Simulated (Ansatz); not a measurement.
Al$_{2}$GaAs$_{3}$

Input file:

```
crystal:
  lattice:
    - [-2.0277638, 2.0277638, 8.5980642]
    - [2.0277638, -2.0277638, 8.5980642]
    - [2.0277638, 2.0277638, -8.5980642]
  atoms:
    - { symbol: Al, position: [0.666786, 0.666786, 0.0] }
    - { symbol: Al, position: [0.333214, 0.333214, 0.0] }
    - { symbol: Ga, position: [0.0, 0.0, 0.0] }
    - { symbol: As, position: [0.916098, 0.416098, 0.5] }
    - { symbol: As, position: [0.25, 0.75, 0.5] }
    - { symbol: As, position: [0.583902, 0.083902, 0.5] }
basis:
  ecutwfc: 420
kpoints:
  mp_grid: { grid: [10, 10, 10] }
  band_path:
    path:
      - [[0.0, 0.0, 0.0], [0.0, 0.0, 0.5], [0.25, 0.25, 0.25], [0.0, 0.5, 0.0], [0.0, 0.0, 0.0], [0.5, 0.5, -0.5], [0.26390508, 0.73609492, -0.26390508]]
      - [[-0.26390508, 0.26390508, 0.26390508], [0.0, 0.0, 0.0]]
      - [[0.0, 0.0, 0.5], [-0.02781015, 0.02781015, 0.5]]
      - [[0.5, 0.5, -0.02781015], [0.5, 0.5, -0.5]]
    npoints: 14
hamiltonian:
  xc: pbe
scf:
  occupations: { method: gaussian, width: 0.02 }
  n_extra_bands: 15
output:
  forces: true
  stress: true
  eigenvalues: true
  populations: true
  dos: { projected: true, de: 0.02, nscf_kmesh: { grid: [15, 15, 15] } }
  bader: true
  write_density: true
  write_potential: true
  elf: true
  volumetric_format: npy
```

Run with:

```sh
ansatz run input.yaml --threads 4 --pin off --max-ram 8192MiB --backend cpu --events-out ev --progress --plain --runs-dir out
```

Below, planes, directions and counts refer to the conventional cell (a = 4.06 Å, b = 4.06 Å, c = 17.20 Å, α = 90.00°, β = 90.00°, γ = 90.00°).

Space group I-4m2; a structure generated by program, which may or may not match a known phase.

Level of theory: DFT PBE, scalar-relativistic, plane waves, PAW (Ansatz).

In a PAW calculation such maps are meaningful between the atoms, not at the nuclei.

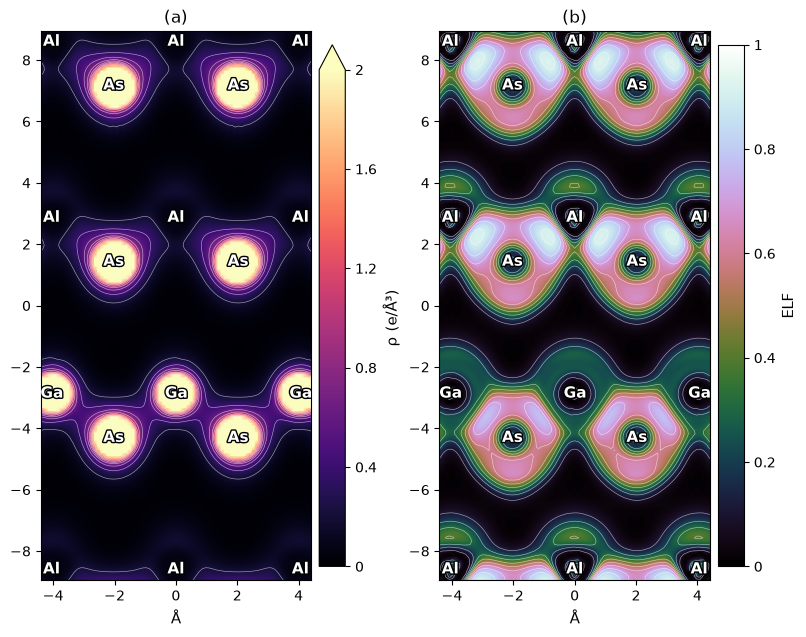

Figure 1. (a) valence electron density; (b) ELF on the (010) plane of the conventional cell.

Interpret the plot.

Answer. The section cuts through Al, Ga and As sites. Al–As (2.48 Å): ρ at the midpoint is about 0.47 e/Å³; the ELF peaks at about 0.95 between the atoms; a covalent bond. Ga–As (2.49 Å): the density is about 0.47 e/Å³ at the midpoint; the ELF peaks at about 0.80 between the atoms (localised, covalent bonding). The density dies away to nearly zero in the voids. The features right at Ga lie inside the PAW spheres, where the map follows smoothed inner orbitals and isn't to be read closely.

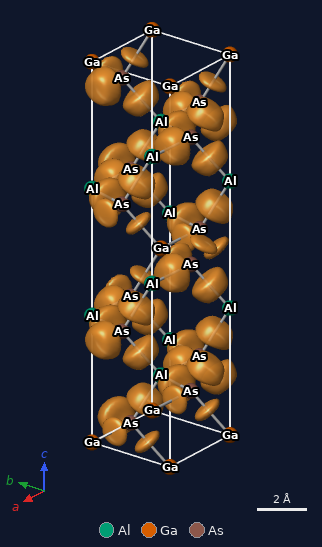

Figure 2. Isosurface of the ELF at 0.7 (orange), seen at an oblique angle. Core shells and regions of very low density are left out. Sticks mark near contacts.

Where are the electrons localised?

Answer. At this value the surface marks out 16 regions between bonded Al–As atoms (shared pairs) and eight regions between bonded As–Ga atoms (shared pairs), counted in one cell of 12 atoms. Regions shared between cells count once.

Does the calculation give a band gap?

Answer. It is gapped, with a Kohn–Sham gap of 1.1 eV on the k-point mesh (the band edges may lie off the mesh, which would make the gap smaller).

Which way does charge flow, and how much by Bader's partition?

Answer. Electrons move from Al and Ga towards As. Bader charges: Al +1.94, Ga +0.69 and As −1.94 to −1.32 e.
